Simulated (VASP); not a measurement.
La2O3

Input

```
SYSTEM = La2O3
  ALGO = Normal
  EDIFF = 1E-7
  ENCUT = 520
  GGA = PE
  ISIF = 2
  ISMEAR = 0
  LASPH = .True.
  LCHARG = .True.
  LELF = .True.
  LREAL = .False.
  LVHAR = .True.
  LWAVE = .False.
  NBANDS = 28
  NELM = 100
  PREC = Accurate
  SIGMA = 0.01
```

Launched as:

```sh
cat potpaw_PBE.64/La/POTCAR potpaw_PBE.64/O/POTCAR > POTCAR
mpirun -np 1 vasp_std > vasp.out
```

Below, planes, directions and counts refer to the conventional cell (a = 6.37 Å, b = 6.37 Å, c = 3.29 Å, α = 90.00°, β = 90.00°, γ = 120.00°).

Space group P6/mmm; a structure from a database of computed crystals, not necessarily the ambient phase.

All numbers below come from VASP 6.6.1, Kohn-Sham DFT of a periodic cell, PBE, VASP PAW PBE potentials, recommended.

What will maps of the valence pseudo-density and electron localisation function show?

La–O (2.47 Å): ρ is about 0.42 e/Å³ halfway; the ELF is about 0.20 at the midpoint (a largely ionic contact).

Metal or insulator at this level of theory?

It is gapped, with a Kohn–Sham gap of 1.6 eV on the k-point mesh, an upper bound to the gap of this method.

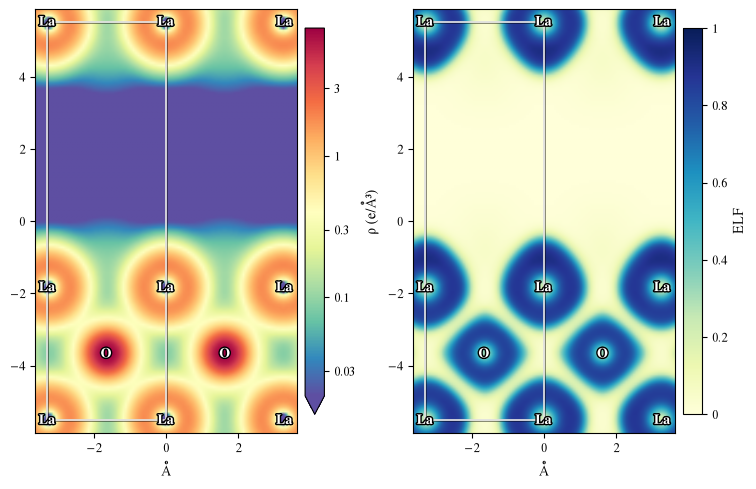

Computed valence pseudo-density and electron localisation function on the (110) plane of the conventional cell, in this order. 

The density is the valence pseudo-density of a PAW calculation; it isn't the true density close to the nuclei.
